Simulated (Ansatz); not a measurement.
# Na: single-point calculation

Na (Im-3m, 1 atom in the cell), computed with DFT, LDA, plane waves, PAW, no spin polarisation (Ansatz 0.2.0).

The structure derives from a Materials Project entry.

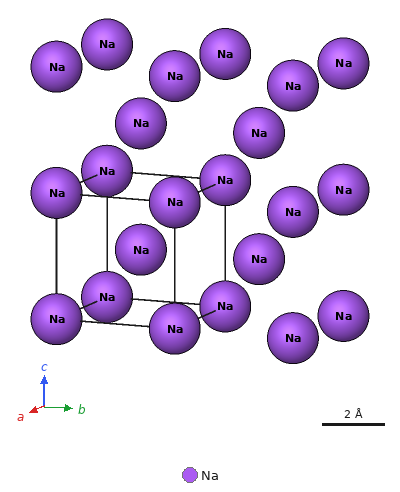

The structure as given in the input (spheres-only view of the cell 2 times as large as that of the calculation, set on its symmetry axes, repeated 1 × 2 × 2, seen slightly off an axis).

## Summary

```csv
quantity,value
outcome,converged
space group (tolerance 0.01 Å),Im-3m (229)
electrons treated,9
free energy,−1466.6017 eV
Fermi energy,1.602 eV
gap on the k-point mesh,none (metallic)
pressure,−0.80 GPa
largest force (length of the vector),under 0.001 eV/Å
hardware,"4 threads of AMD EPYC (Zen 3), 189 GiB of memory available, shared host"
wall time,0.98 s (CPU time 1.9 s)
peak memory,0.28 GiB
```

## Notes

Settings chosen away from the usual ones: hamiltonian.xc set to lda (from pbe); kpoints.mp_grid.grid set to [11, 11, 11] (from [14, 14, 14]); basis.ecutwfc removed. These settings are looser than, or depart from, a standard set-up, so the numbers are not reference values for this system.

## The input
```yaml
crystal:
  lattice:
    - [-2.0982906995, 2.0982906995, 2.0982906995]
    - [2.0982906995, -2.0982906995, 2.0982906995]
    - [2.0982906995, 2.0982906995, -2.0982906995]
  atoms:
    - { symbol: Na, position: [0.0, 0.0, 0.0] }
kpoints:
  mp_grid: { grid: [11, 11, 11] }
hamiltonian:
  xc: lda
scf:
  occupations: { method: gaussian, width: 0.1 }
output:
  forces: true
  eigenvalues: true
  stress: true
```

Run as:
```bash
ansatz run input.yaml --threads 4 --pin off --max-ram 8192MiB --backend cpu --events-out ev --progress --plain --runs-dir out
```

## The program's output
```
Engine: ansatz 0.2.0, x86_64-unknown-linux-gnu
Pseudopotentials: kind: paw
Pseudopotential: Na, paw, valence charge 9, recommended cutoff 420 eV (normal), Na.paw.azcp
Functional definition: SPW92
  exchange = slater_x
  correlation = pw_c
Crystal: 1 atoms, lattice volume = 36.954 Å³
Basis set: ecut = 420 eV, 683 PW (Γ)
Bands: 9, of which v1, the nominal top of the filled ones, is band 5 counted from 1 (4 counted from 0)
Symmetry: 48 space group operations
Space group: Im-3m (ITA 229), of the structure as read, at distance tolerance 3.3e-5 Å
k-points: 56 of 1331
Non-local potential: Na, projectors of the file, l = 0: 3, l = 1: 2, l = 2: 1
PAW form: soft (Blöchl's): semilocal exchange-correlation on the pseudo side does not see the compensation charge
PAW frozen core: Na, regenerated for the run's functional, and the local potential with it (the file was generated under x = pbe(κ = 0.804, μ = 0.2195149727645171), c = pbe(β = 0.06672455060314922))
PAW one-centre angular grid: Na, 110 points (default); XC on 64 Gauss nodes
Initial density: superposition of atomic densities (neutral atoms: chi_scale 0, normalization atom), corrected by the library's trained network
Initial wavefunctions: pseudopotential atomic-orbital guess
Functional: x = slater, c = lda
SCF iter   1: F=—  HF=-1466.605193 eV  |F-HF|=—  |Δ(HF+E_count)|=         —  Δρ=5.18e-3  dr2=4.06e-3  ethr=1.77e-3  ⟨swp⟩=4.9  Hψ=3233  notcnv=0
preconditioner: auto → none  [insulator: Δε(μ)=0.136 eV  Ē_g=7.850 eV  σ=0.100 eV  W_gap=0.66  n_scr=12 (ndim 8)  ℏωp=6.1 eV  f_vac=0.000  D(μ)=0.35/eV (n_scr^D=0)  ε∞_Penn≈1.6]
SCF iter   2: F=—  HF=-1466.601718 eV  |F-HF|=—  |Δ(HF+E_count)|=   3.47e-3  Δρ=7.07e-4  dr2=8.84e-5  ethr=4.51e-5  ⟨swp⟩=2.0  Hψ=1185  notcnv=0
SCF iter   3: F=—  HF=-1466.601713 eV  |F-HF|=—  |Δ(HF+E_count)|=   5.53e-6  Δρ=1.16e-4  dr2=6.87e-6  ethr=9.83e-7  ⟨swp⟩=2.0  Hψ=704  notcnv=0  defer=1
iter 4 did not close the SCF: its close was put off for the readings that it lacked (scf_convergence_deferred on its scf_iter line)
SCF iter   4: F=-1466.601719 eV  HF=-1466.601719 eV  |F-HF|=3.48e-8  |Δ(HF+E_count)|=   6.50e-6  Δρ=1.44e-5  dr2=3.53e-8  ethr=7.64e-8  ⟨swp⟩=1.5  Hψ=512  notcnv=0  defer=1
iter 5 did not close the SCF: its close was put off for the readings that it lacked (scf_convergence_deferred on its scf_iter line)
SCF iter   5: F=-1466.601719 eV  HF=-1466.601719 eV  |F-HF|=2.37e-10  |Δ(HF+E_count)|=   1.20e-8  Δρ=7.73e-7  dr2=7.28e-11  ethr=3.92e-10  ⟨swp⟩=2.0  Hψ=739  notcnv=0  defer=1
SCF iter   6: F=-1466.601719 eV  HF=-1466.601719 eV  |F-HF|=3.18e-12  |Δ(HF+E_count)|=  2.26e-10  Δρ=1.19e-7  dr2=2.69e-12  ethr=1.00e-12  ⟨swp⟩=2.1  Hψ=1720  notcnv=0
SCF 1 converged in 6 iterations: F = -1466.601719 eV  dr2 = 2.69e-12
  greatest PAW one-centre occupation: 0.999 electrons in one spin orbital (limit 2), on the Na atom at site 0 (counted from 0), in its partial waves of l = 0
```

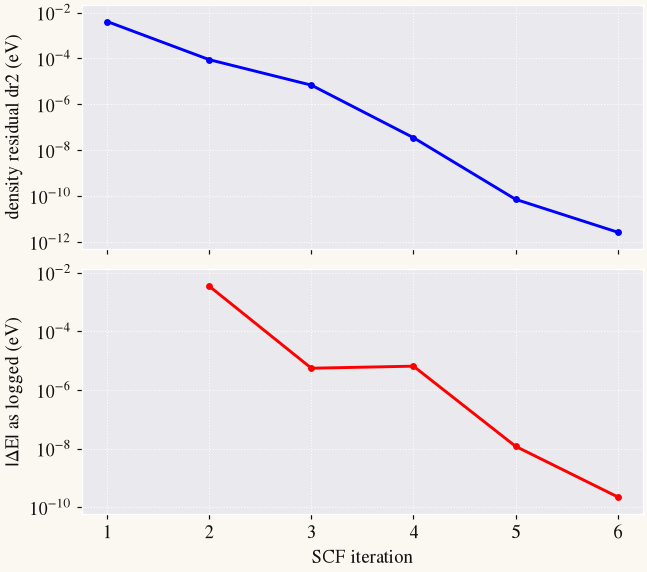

Convergence of the self-consistent field: density residual dr2 and size of the energy change against the SCF iteration. The residual falls at every step.

```
SCF converged after 6 iterations
Free energy (F): -1466.601719 eV
Harris-Foulkes:  -1466.601719 eV  (|F-HF|=3.18e-12)
Internal energy: -1466.599981 eV  (E = F + TS)
E sigma→0 (E₀):  -1466.600850 eV
Entropy (-TS):   -0.001739 eV (-1.739 meV/atom)
Fermi energy:    1.602316 eV
--- Per-component energies (eV) ---
  E_band       = -241.904059
  E_kinetic    = 119.998215
  E_local      = -1441.741330  (includes V_loc(G=0)·N_el)
  E_nonlocal   = 116.596853
  E_hartree    = 526.097437
  E_xc         = -37.280187
  E_vxc        = -48.506960  (∫ρ·V_xc dr)
  E_paw        = -244.679083  (= ΣΔE_a)
  E_vpaw       = -40.445624  (= ΣTr[D̂ρ^β])
  E_aug_tail   = -0.000014  (compensation charges beyond the density's cutoff)
  E_ewald      = -505.732760
  E_core_change = 0.140890  (= ΣΔE_core)
  E_smearing   = -0.001739  (= −TS)
  E_closure    = 0.000000  (closes the sum)
  Σ components = -1466.601719   (vs F -1466.601719, Δ=0.00e0)
--- Forces (eV/Å), atoms counted from 1 ---
  atom   1  Na     0.00000000     0.00000000     0.00000000
  max |Σ_I F_I| component: 1.08e-32 eV/Å
--- Stress (GPa, compression-positive) ---
       -0.795400      -0.000000       0.000000
       -0.000000      -0.795400       0.000000
        0.000000      -0.000000      -0.795400
  P = ⅓ Tr σ = -0.7954 GPa (-7.954 kbar)
--- Band table (eV; the first three rows and the last of 56) ---
  k-point 0: bands = ["-50.8954", "-23.3849", "-23.3849", "-23.3849", "-1.7048", "13.2444", "13.2444", "13.2444", "14.3456"]
  k-point 1: bands = ["-50.8952", "-23.3879", "-23.3859", "-23.3849", "-1.5592", "11.6033", "12.4812", "12.7075", "13.3757"]
  k-point 2: bands = ["-50.8948", "-23.3957", "-23.3886", "-23.3849", "-1.1247", "9.2525", "11.4620", "11.9256", "12.3856"]
  k-point 55: bands = ["-50.8916", "-23.4114", "-23.4110", "-23.4110", "5.0887", "6.2426", "6.5026", "6.5026", "7.3427"]
```
